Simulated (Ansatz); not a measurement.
The calculation's input:

```
crystal:
  lattice:
    - [4.0855365706, 0.0, 0.0]
    - [0.0, 4.0855365706, 0.0]
    - [0.0, 0.0, 25.2138414266]
  atoms:
    - { symbol: Al, position: [0.0, 0.5, 0.2974556662] }
    - { symbol: Al, position: [0.5, 0.0, 0.2974556662] }
    - { symbol: Sc, position: [0.0, 0.0, 0.3784733997] }
    - { symbol: Al, position: [0.5, 0.5, 0.3784733997] }
    - { symbol: Al, position: [0.0, 0.5, 0.4594911332] }
    - { symbol: Al, position: [0.5, 0.0, 0.4594911332] }
    - { symbol: Sc, position: [0.0, 0.0, 0.5405088668] }
    - { symbol: Al, position: [0.5, 0.5, 0.5405088668] }
    - { symbol: Al, position: [0.0, 0.5, 0.6215266003] }
    - { symbol: Al, position: [0.5, 0.0, 0.6215266003] }
    - { symbol: Sc, position: [0.0, 0.0, 0.7025443338] }
    - { symbol: Al, position: [0.5, 0.5, 0.7025443338] }
basis:
  ecutwfc: 500
kpoints:
  mp_grid: { grid: [9, 9, 1] }
hamiltonian:
  xc: r2scan
scf:
  occupations: { method: gaussian, width: 0.1 }
output:
  forces: true
  stress: true
  eigenvalues: true
  write_density: true
  write_potential: true
  elf: true
  volumetric_format: npy
efield:
  axis: 3
  dipole_correction: true
  ramp_width: 0.04
```

Run with:

```sh
ansatz run input.yaml --threads 1 --pin off --max-ram 2560MiB --backend cpu --events-out ev --progress --plain --runs-dir out
```

Not relaxed (largest force 0.4 eV/Å).

Level of theory: DFT r2SCAN, scalar-relativistic, plane waves, PAW (Ansatz 0.2.0).

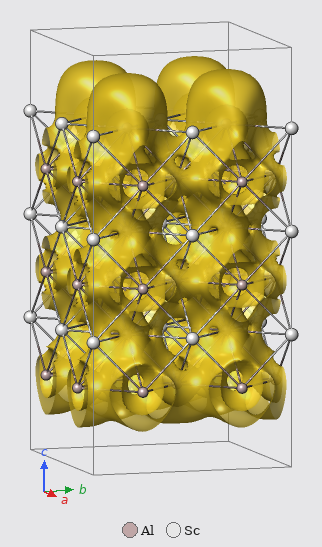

ScAl3 (slab). Isosurface of the ELF at 0.6 (yellow), seen slightly off an axis. Core shells and regions of very low density are left out. Sticks mark near contacts.

Core electrons are frozen (PAW), and the valence fields are smoothed inside the atomic spheres.

What do the ELF domains correspond to?

Answer. The surface consists of sheets that run through the cell in two directions, counted in one cell of 12 atoms. Counts are for one cell; the picture repeats the cell along the surface. Profiles from the grid: Al–Al (2.89 Å): the ELF peaks at about 0.70 between the atoms. Sc–Al (2.89 Å): the ELF peaks at about 0.60 in the valence shell of Al, 1.1 Å from its nucleus, and is about 0.30 at the midpoint.

Metal or insulator at this level of theory?

Answer. It is gapless in this calculation (a metal or semimetal).
